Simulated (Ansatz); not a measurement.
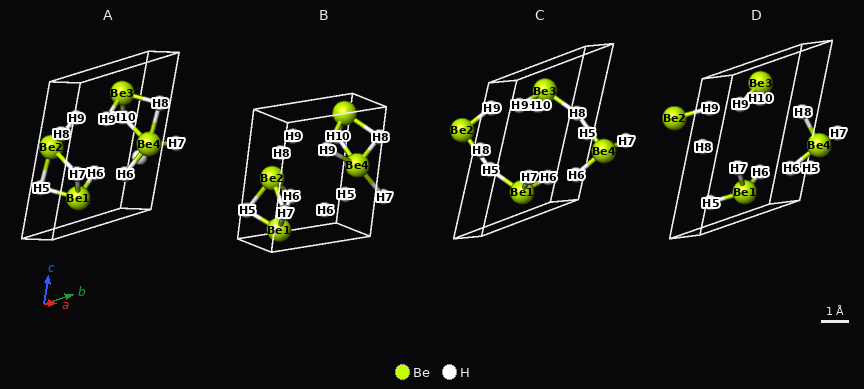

4 geometries from one relaxation of a crystal of Be2H3 (built on the corundum_167 type) (coarse preliminary run), in shuffled order. A ball-and-stick model of the cell of the calculation, reduced to other axes, seen slightly off an axis. Lengths and directions refer to the drawn axes.

Method: DFT PBE, scalar-relativistic, plane waves, PAW (Ansatz). (plane-wave cutoff 420 eV; k-point mesh 8 × 8 × 8; occupations gaussian; smearing width 0.1 eV; no spin polarisation; cell and atoms relaxed; force threshold 0.015 eV/Å; at most 120 steps)

### Put them in the order of the run, from the start to the converged end.

B, A, C, D. They are steps 0, 12, 26, 54, at +353 meV per atom, +141 meV per atom, +36.8 meV per atom relative to the last. The largest move relative to the cell is that of Be2, 2.04 Å along [−1 −1 1]. Largest moves by element: Be 2.04 Å, H 1.37 Å. Cell: a 3.798 → 4.062 Å (+6.9 %), b 3.843 → 4.079 Å (+6.1 %), c 5.478 → 7.060 Å (+28.9 %), α 70.4° → 57.1°, β 70.6° → 56.6°, γ 60.6° → 61.0°. Volume +23.0 %. Some distances before and after: Be2–H6 1.551 → 3.850 Å, Be3–H5 3.592 → 1.668 Å, Be2–H7 1.598 → 3.403 Å, Be2–H5 1.739 → 3.448 Å. New bonds form: Be2–H10 (1.93 → 1.44 Å), Be2–H8 (2.09 → 1.45 Å), Be2–H9 (1.81 → 1.42 Å), Be4–H5 (1.99 → 1.49 Å). Bonds break: Be2–H6 (1.55 → 3.85 Å), Be2–H7 (1.60 → 3.40 Å), Be4–H10 (1.54 → 3.22 Å). Among the angles between lasting bonds that change: H5–Be1–H6 75.3° → 99.6°, H6–Be1–H7 89.9° → 107.1°, H5–Be1–H7 93.9° → 109.0°. The space group stays P1 (No. 1). Over 46 accepted moves (54 points after the start) the energy falls by 353 meV per atom. Largest force component: 1.7 eV/Å at the start, 0.014 eV/Å at the end. The pressure goes from 2.13 to 0.00 GPa. The line search rejected the trial steps at points 10, 18, 25, 33, 42, 44 of the run. At 2 points the geometry stayed and the basis and grid were re-selected for the new cell (energy shift of 7.7 meV per atom at most each time). The run took 13 min on 1 thread of Intel(R) Xeon(R) 6975P-C (Granite Rapids), with other jobs on the host, peak memory 0.72 GiB.
